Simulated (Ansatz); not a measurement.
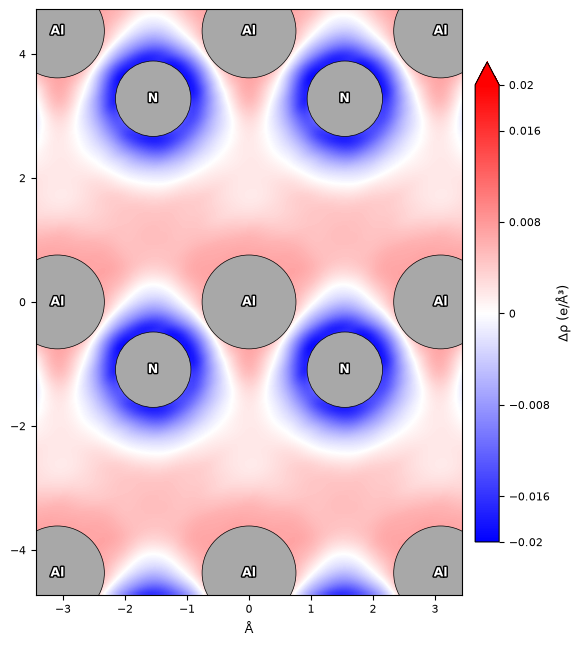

AlN. Difference of the valence pseudo-densities of two functionals at the same geometry, on the (11̄0) plane of the calculation cell: PBE less r2SCAN.

Both computed with Ansatz (plane waves, PAW), on the same k-point mesh. Grey discs cover the atomic cores.

```yaml
crystal:
  lattice:
    - [0.00000, 2.18488, 2.18488]
    - [2.18488, 0.00000, 2.18488]
    - [2.18488, 2.18488, 0.00000]
  atoms:
    - { symbol: Al, position: [0.00000, 0.00000, 0.00000] }
    - { symbol: N, position: [0.75000, 0.75000, 0.75000] }
```

> Where does the change of functional move the electrons?

Against r2SCAN, PBE gives less density around N (−0.014 e/Å³ on average at 0.8 Å from the nucleus) and a change of −0.007 e/Å³ at the midpoint of Al–N.
